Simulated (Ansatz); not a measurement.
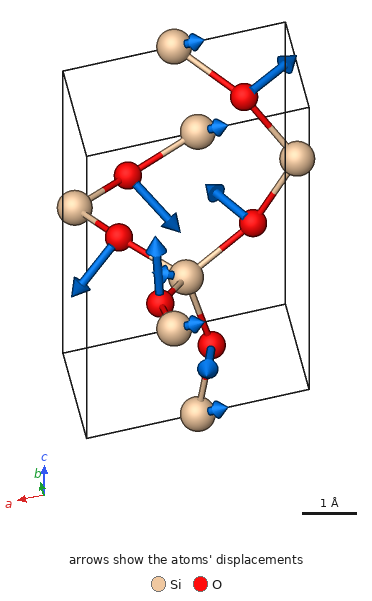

The lowest optical mode of crystalline SiO₂, space group P6₂22 (No. 180), at the zone centre. The blue arrows give the relative displacements of the atoms. Style: ball-and-stick. Shown: the cell of the calculation, from a free direction.

Level of theory: DFT PBEsol, scalar-relativistic, plane waves, PAW in Ansatz.

The input:
```yaml
crystal:
  lattice:
    - [5.0797170108, 0.0, 0.0]
    - [-2.5398585054, 4.3991639754, 0.0]
    - [0.0, 0.0, 5.5590141059]
  atoms:
    - { symbol: Si, position: [0.5, 0.0, 0.0] }
    - { symbol: Si, position: [0.5, 0.5, 0.3333333333] }
    - { symbol: Si, position: [0.0, 0.5, 0.6666666667] }
    - { symbol: O, position: [0.4154623971, 0.2077311985, 0.1666666667] }
    - { symbol: O, position: [0.2077311985, 0.4154623971, 0.5] }
    - { symbol: O, position: [0.7922688015, 0.2077311985, 0.8333333333] }
    - { symbol: O, position: [0.5845376029, 0.7922688015, 0.1666666667] }
    - { symbol: O, position: [0.7922688015, 0.5845376029, 0.5] }
    - { symbol: O, position: [0.2077311985, 0.7922688015, 0.8333333333] }
basis:
  ecutwfc: 420
kpoints:
  mp_grid: { grid: [6, 6, 4] }
hamiltonian:
  xc: pbesol
scf:
  occupations: { method: gaussian, width: 0.05 }
output:
  eigenvalues: true
phonons:
  method: fd
  supercell: [1, 1, 1]
  amplitude: 0.02
  eigenvectors: true
  dielectric: false
```

Run as
```bash
ansatz run input.yaml --threads 2 --pin off --max-ram 5120MiB --backend cpu --events-out ev --progress --plain --runs-dir out
```

Frequencies are those without the non-analytic (LO–TO) term.

Question: Is this crystal at a minimum with respect to the drawn distortion?

Answer: No. This is the B₁ mode at 64i cm⁻¹, the lowest optical level, silent by symmetry (neither infrared- nor Raman-active). Atoms of one kind move against one another, with no net shift of any sublattice; the O–Si bond lengths don't change to first order, so for these it is a bending, tilting or sliding motion; the kinetic energy is shared as O 90 %, Si 10 %. The frequency is imaginary, so the structure is unstable against this distortion. Freezing in the drawn pattern lowers the space group from P6₂22 to P3₂21 (No. 154).
